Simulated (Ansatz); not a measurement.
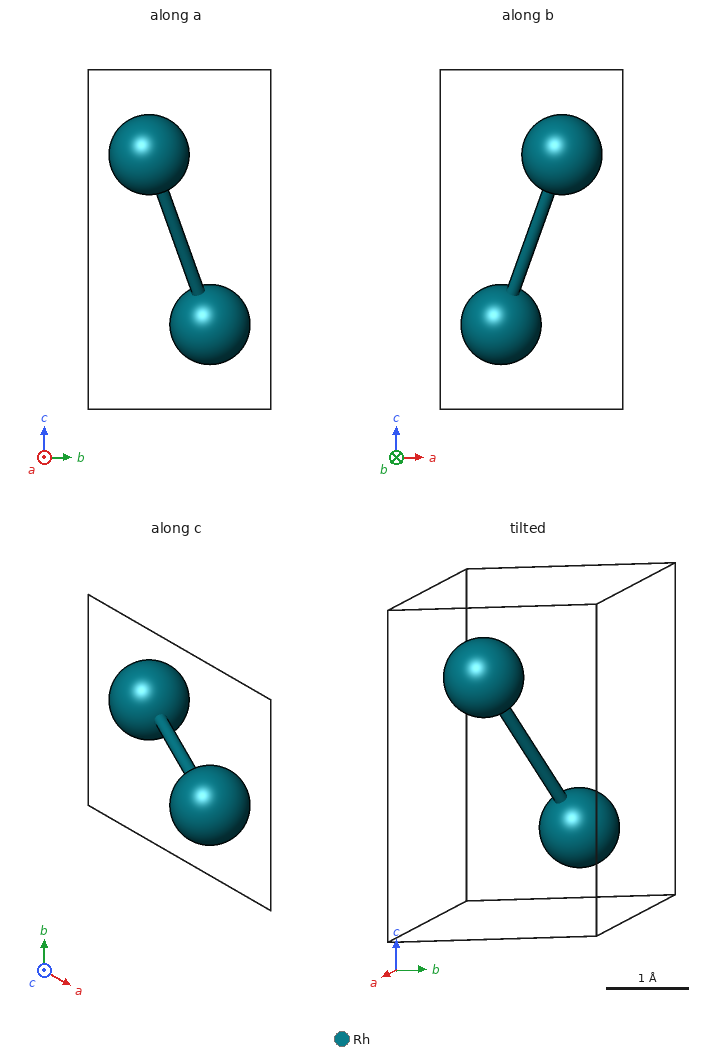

Ball-and-stick drawing of the structure, looking along the a axis, along the b axis, along the c axis and slightly off an axis. Atoms at the boundary of the conventional unit cell (the box) are drawn once for each face, edge or corner they touch.

Lattice parameters: a = 2.5907 Å, b = 2.5907 Å, c = 4.1751 Å, α = 90.000°, β = 90.000°, γ = 120.000°.

> Give the atomic positions as a CIF in P1 with every atom of the cell.

```cif
data_structure
_symmetry_space_group_name_H-M 'P 1'
_symmetry_Int_Tables_number 1
_cell_length_a 2.5907
_cell_length_b 2.5907
_cell_length_c 4.1751
_cell_angle_alpha 90.000
_cell_angle_beta 90.000
_cell_angle_gamma 120.000
_cell_volume 24.27
loop_
_atom_site_label
_atom_site_type_symbol
_atom_site_fract_x
_atom_site_fract_y
_atom_site_fract_z
_atom_site_occupancy
Rh1 Rh 0.3333 0.6667 0.2500 1
Rh2 Rh 0.6667 0.3333 0.7500 1
```

It derives from a structure type filled with this element by a generator (whether the element takes this form wasn't checked). Earlier steps of the study may have refined or changed the cell and positions. It was the input of a calculation with Ansatz.

At this level of theory the cell isn't at rest (compressed, at 49 GPa), so its distances can differ from those at equilibrium, the more so the softer the solid.
